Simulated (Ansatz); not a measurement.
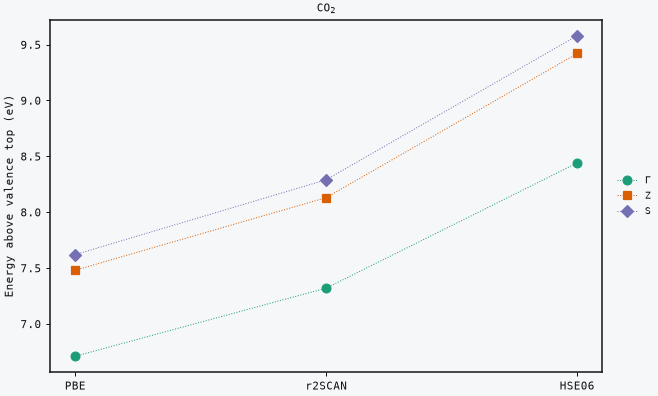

Lowest conduction level at each named k point, counted from the valence-band top at Y, by several methods on one cell of CO2, space group Cmce (No. 64), 6 atoms in the primitive cell, relaxed with r2SCAN+rVV10, then under −0.87 % uniaxial x strain; a = 3.54 Å, b = 3.54 Å, c = 6.43 Å, α = 90.00°, β = 90.00°, γ = 84.50°. All runs are without spin-orbit coupling and carry no moments. Points keep the names that they have in the unstrained cell. The names follow the standardised cell of this lattice; in reduced coordinates of the cell that was run, Z is (0, 0, 0.5), S is (0, 0.5, 0) and Y is (0.5, 0.5, 0). The cell is at 5 GPa in PBE.

Q: Does HSE06 shift these levels rigidly from PBE?

A: The shifts are +1.73 eV at Γ, +1.94 eV at Z and +1.96 eV at S, and at points that aren't plotted +1.98 eV (Y) and +2.06 eV (T): over the named points that both runs hold, a spread of 0.33 eV on a mean of 1.93 eV, so one shift describes them only roughly.

Q: How do the methods rank at Γ?

A: From low to high: PBE 6.71, r2SCAN 7.32, HSE06 8.44 eV.

Q: Do the methods agree on which of these conduction levels is lowest?

A: Yes: all put it at Γ.

| method | program | Γ (eV) | Z (eV) | S (eV) |
| --- | --- | --- | --- | --- |
| PBE | Ansatz | 6.71 | 7.48 | 7.62 |
| r2SCAN | Ansatz | 7.32 | 8.13 | 8.29 |
| HSE06 | Ansatz | 8.44 | 9.42 | 9.58 |

Settings. PBE: Ansatz PAW set, 8×8×4 k mesh, 420 eV cutoff, Fermi-Dirac smearing of 0.02 eV (Ansatz). r2SCAN: Ansatz PAW set, 8×8×4 k mesh, 500 eV cutoff, fixed occupations (Ansatz). HSE06: Ansatz PAW set, 4×4×2 k mesh, 420 eV cutoff, fixed occupations (Ansatz).

The cell comes from a database of computed structures, and whether it is the stable form of this composition wasn't checked. LDA, GGA and most meta-GGA functionals understate gaps. r2SCAN and HSE06: the PAW data sets were made with another functional. HSE06: the k mesh is coarse, so the values aren't converged, least of all with exact exchange. The names follow the standardised cell of this lattice; in reduced coordinates of the cell that was run, Y is (0.5, 0.5, 0) and T is (0.5, 0.5, 0.5).
